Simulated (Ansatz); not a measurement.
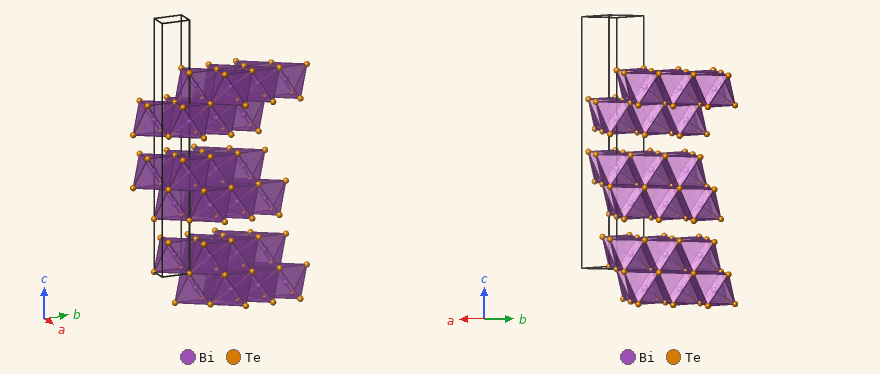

Polyhedra are drawn about Bi (bonds: Bi–Te below 3.6 Å); other atoms are plain spheres. Two views of the same piece.

Bi₂Te₃ (space group R-3m, No. 166): the geometry relaxed with Ansatz, DFT, PBE-D3(BJ), plane waves, PAW; the starting structure was generated, so it need not be a known form of this composition.

Sharing among the drawn polyhedra:

| site | polyhedron | corner-sharing neighbours | edge-sharing | face-sharing | bond (Å) |
| --- | --- | --- | --- | --- | --- |
| Bi | BiTe6 octahedron | 3 | 9 | 0 | 3.07–3.24 |

They form layers of corner- and edge-sharing octahedra parallel to (001).
